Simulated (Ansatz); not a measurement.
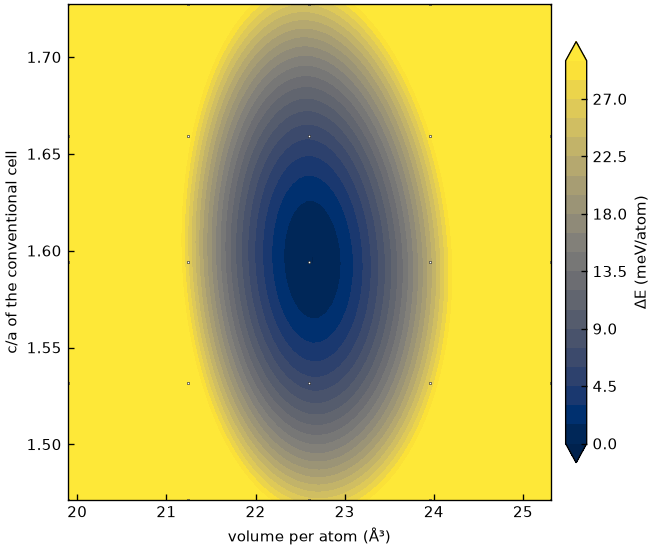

ZrSe₂ (P-3m1, No. 164; 3 atoms in the cell). 
- The energy is mapped over volume and the cell's shape.
- The first coordinate is: volume per atom; the second: c/a of the conventional cell.
- Nothing is relaxed (fractional coordinates fixed).
- Grid: 5 × 5 points.
- Points are written as (first, second).
- All energies are given in meV/atom relative to the lowest grid point.
- The calculation used DFT PBEsol+D3(BJ), scalar-relativistic, plane waves, PAW in Ansatz 0.2.0. Settings: cutoff 420 eV, k-mesh 15×15×8 in the order of the run's cell vectors, gaussian smearing 0.15 eV, no spin polarisation.

The picture shows filled contours, dots at the grid points, one colour for all values above the top of the scale. Between grid points the surface is interpolated.

Where is the minimum, and how stiff is the well along each coordinate?

Answer. The interpolated minimum is at volume per atom ≈ 22.60 Å³, c/a of the conventional cell ≈ 1.594. The curvatures there are about 0.078 eV/(Å³)² and 9.6 eV, with a cross term of about 0.06 eV/Å³ (per cell of 3 atoms). Round the minimum the two coordinates are weakly coupled (coupling 0.07 in units of the two stiffnesses).

PAW datasets: the set soft_1.
